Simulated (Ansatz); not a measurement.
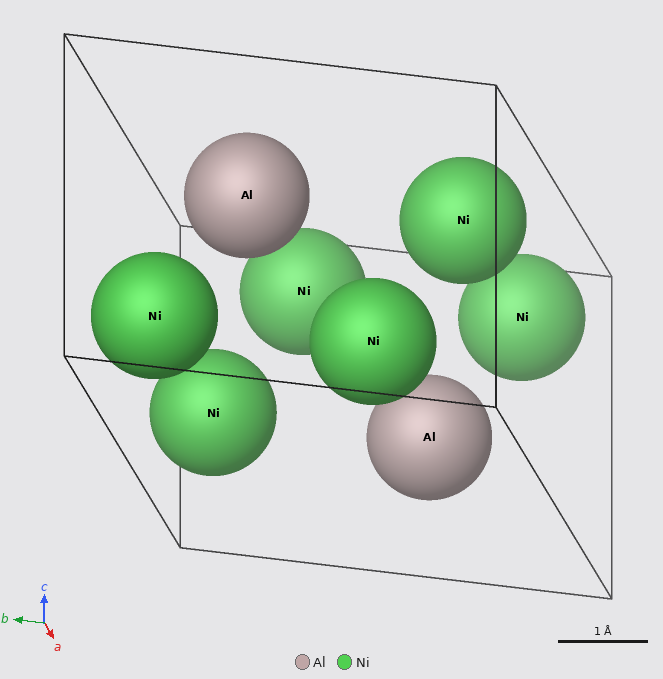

An orthographic spheres-only view of the structure, from a general direction. The box is the conventional unit cell; atoms on or close to its faces, edges and corners are drawn wherever they repeat.

AlNi3, space group P6_3/mmc (No. 194), a = 5.07 Å, b = 5.07 Å, c = 4.08 Å, α = 90.00°, β = 90.00°, γ = 120.00°.

All computed values are from DFT PBE, scalar-relativistic, plane waves, PAW (Ansatz). Settings: a kinetic-energy cutoff of 420 eV, k-points on a 12×12×8 grid, Gaussian smearing of 0.15 eV, collinear spins.

### Metal or not?

A metal: bands cross the Fermi level.

### Which way would the volume go on relaxing?

The computed pressure is 0.0 GPa, close to zero.

Its origin is a structure listed in the Materials Project. Earlier steps of the study may have refined or changed the cell and positions. It went into a calculation with Ansatz.
